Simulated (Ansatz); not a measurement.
The coordinates of a crystal:

```cif
data_structure
_symmetry_space_group_name_H-M 'P 6/m m m'
_symmetry_Int_Tables_number 191
_cell_length_a 4.5153
_cell_length_b 4.5153
_cell_length_c 2.7988
_cell_angle_alpha 90.000
_cell_angle_beta 90.000
_cell_angle_gamma 120.000
_cell_volume 49.42
loop_
_atom_site_label
_atom_site_type_symbol
_atom_site_symmetry_multiplicity
_atom_site_Wyckoff_symbol
_atom_site_fract_x
_atom_site_fract_y
_atom_site_fract_z
_atom_site_occupancy
Ti1 Ti 1 a 0.00000 0.00000 0.00000 1
Ti2 Ti 2 d 0.33333 0.66667 0.50000 1
```

> Interpret the file: composition, symmetry and coordination.

The element is titanium. Its lattice is primitive hexagonal, its space group P6/mmm (No. 191). The structure type is ω phase (AlB₂-like). The cell holds three atoms. Within bonding distance, the neighbour counts come to Ti 2 to 5 (mean 4.0). Not all metal-metal contacts are counted.

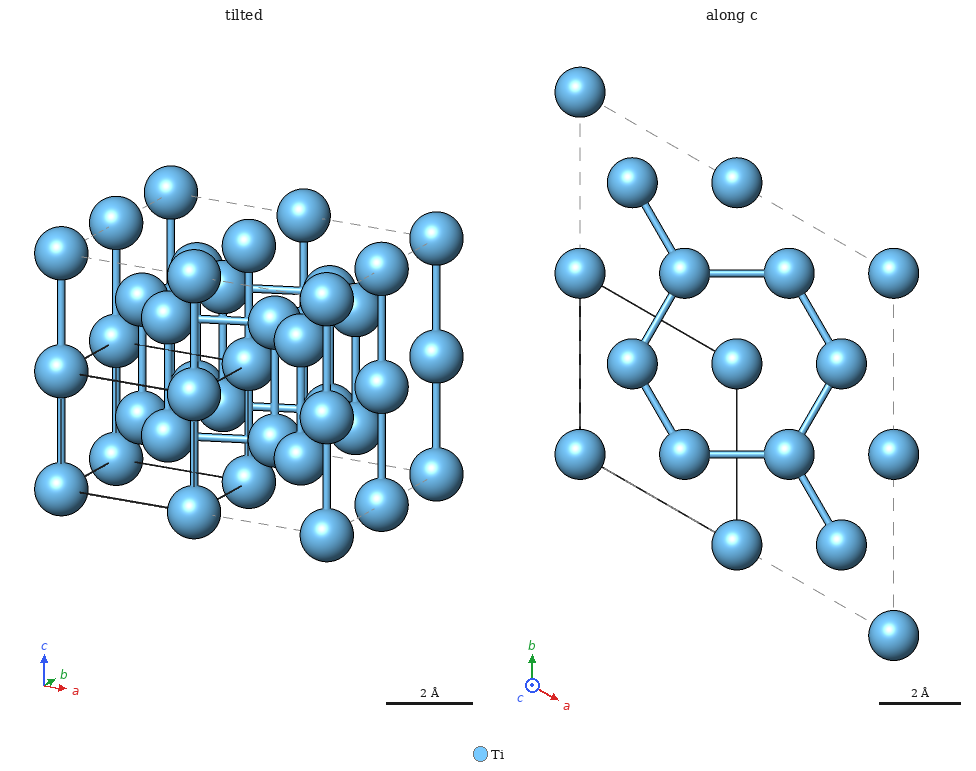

Ball-and-stick representation of a periodic structure, projected slightly off an axis and along the c axis. The conventional unit cell (solid box) is repeated to 2×2×2 cells.

Its origin is a structure listed in the Materials Project. Earlier steps of the study, as a rule a relaxation of our own, may have changed the cell and positions, so they can lie some per cent off the listed ones. Ansatz was used for an electronic-structure calculation on it.
